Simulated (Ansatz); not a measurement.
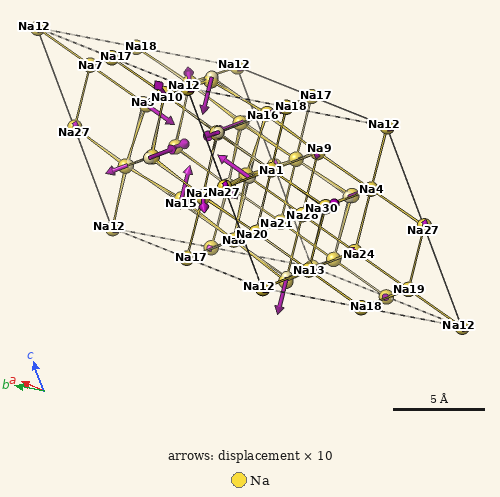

This is a relaxation of a defect cell of composition Na. The starting structure is drawn faded, the final one solid; purple arrows show the displacements, 10 times their true length.

The picture is a ball-and-stick view of the cell of the calculation (origin shifted), seen from a free direction.

Case: Na vacancy (site a), charge +0, atoms relaxed at the host's cell.

Level of theory: DFT PBEsol, scalar-relativistic, plane waves, PAW (Ansatz 0.2.0).

The input:
```yaml
crystal:
  lattice:
    - [-8.3395385266, 8.3395385266, 0.0]
    - [-8.3395385266, 0.0, 8.3395385266]
    - [0.0, 8.3395385266, 8.3395385266]
  atoms:
    - { symbol: Na, position: [0.5, 0.0, 0.0] }
    - { symbol: Na, position: [0.0, 0.5, 0.0] }
    - { symbol: Na, position: [0.125, 0.125, 0.125] }
    - { symbol: Na, position: [0.5, 0.5, 0.0] }
    - { symbol: Na, position: [0.625, 0.125, 0.125] }
    - { symbol: Na, position: [0.125, 0.625, 0.125] }
    - { symbol: Na, position: [0.25, 0.25, 0.25] }
    - { symbol: Na, position: [1.0, 0.0, 0.5] }
    - { symbol: Na, position: [0.625, 0.625, 0.125] }
    - { symbol: Na, position: [0.75, 0.25, 0.25] }
    - { symbol: Na, position: [0.25, 0.75, 0.25] }
    - { symbol: Na, position: [0.375, 0.375, 0.375] }
    - { symbol: Na, position: [0.5, 0.0, 0.5] }
    - { symbol: Na, position: [0.0, 0.5, 0.5] }
    - { symbol: Na, position: [0.125, 0.125, 0.625] }
    - { symbol: Na, position: [0.75, 0.75, 0.25] }
    - { symbol: Na, position: [0.875, 0.375, 0.375] }
    - { symbol: Na, position: [0.375, 0.875, 0.375] }
    - { symbol: Na, position: [0.5, 0.5, 0.5] }
    - { symbol: Na, position: [0.625, 0.125, 0.625] }
    - { symbol: Na, position: [0.125, 0.625, 0.625] }
    - { symbol: Na, position: [0.25, 0.25, 0.75] }
    - { symbol: Na, position: [0.875, 0.875, 0.375] }
    - { symbol: Na, position: [0.625, 0.625, 0.625] }
    - { symbol: Na, position: [0.75, 0.25, 0.75] }
    - { symbol: Na, position: [0.25, 0.75, 0.75] }
    - { symbol: Na, position: [0.375, 0.375, 0.875] }
    - { symbol: Na, position: [0.75, 0.75, 0.75] }
    - { symbol: Na, position: [0.875, 0.375, 0.875] }
    - { symbol: Na, position: [0.375, 0.875, 0.875] }
    - { symbol: Na, position: [0.875, 0.875, 0.875] }
basis:
  ecutwfc: 420
  xc_grid: 2
kpoints:
  mp_grid: { grid: [3, 3, 3], shift: [0.0, 0.0, 0.0] }
hamiltonian:
  xc: pbesol
scf:
  occupations: { method: gaussian, width: 0.1 }
output:
  forces: true
  stress: false
  eigenvalues: true
relax:
  adjacent_minimum: "off"
  f_tol: 0.025
  max_steps: 45
```

Launched with:
```bash
ansatz run input.yaml --threads 4 --pin off --max-ram 8192MiB --backend cpu --events-out ev --progress --plain --runs-dir out
```

Q: What happened in the run?

A: The largest moves, 0.22 Å, are those of 8 atoms (Na3, Na5, Na6, Na15 and others). Na31 goes along [1 1 1]. The cell doesn't change. Some distances before and after: Na23–Na28 3.611 → 3.830 Å, Na13–Na15 3.611 → 3.690 Å, Na10–Na12 3.611 → 3.550 Å, Na12–Na19 3.611 → 3.656 Å. After 3 accepted moves (4 points after the start) the energy has fallen by 82.7 meV per cell of the calculation. Largest force component: 0.045 eV/Å at the start, 0.0032 eV/Å at the end. The line search rejected the trial step at point 3 of the run.
